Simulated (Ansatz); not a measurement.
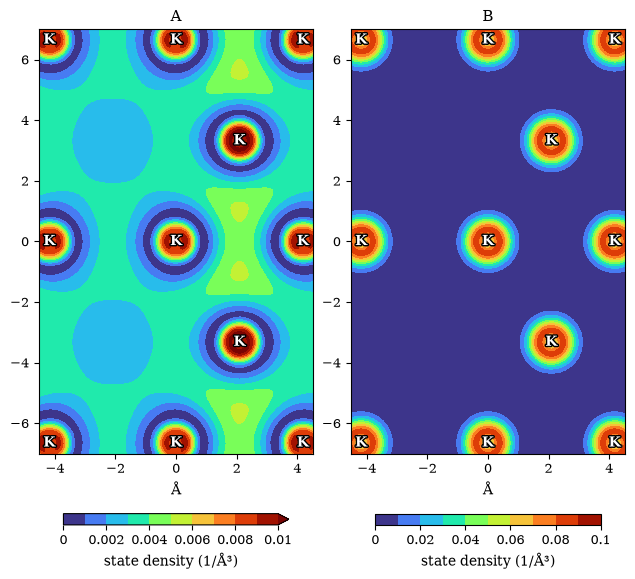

K: densities of the states in two energy windows, on the (11̄0) plane of the conventional cell.

Space group Cmmm. This isn't the usual form at ambient conditions.

Theory: DFT r2SCAN, scalar-relativistic, plane waves, PAW in Ansatz 0.2.0.

In a PAW calculation such maps are meaningful between the atoms, not at the nuclei.

The windows, about the Fermi level, are −16.92 to −16.50 eV and −1.2 to 0.0 eV. Which panel shows which?

Answer. Panel A: −1.2 to 0.0 eV, the filled states just under the Fermi level, mainly K 4s (over 95 %).
Panel B: −16.92 to −16.50 eV, a separate group of bands (semicore or deep states), mainly K 3p (over 95 %).
The characters are Löwdin shares on a minimal set of atomic orbitals.

Cost of the run: 46 s on 2 threads of Arm Neoverse N1, on a shared host, peak memory 1.3 GiB.
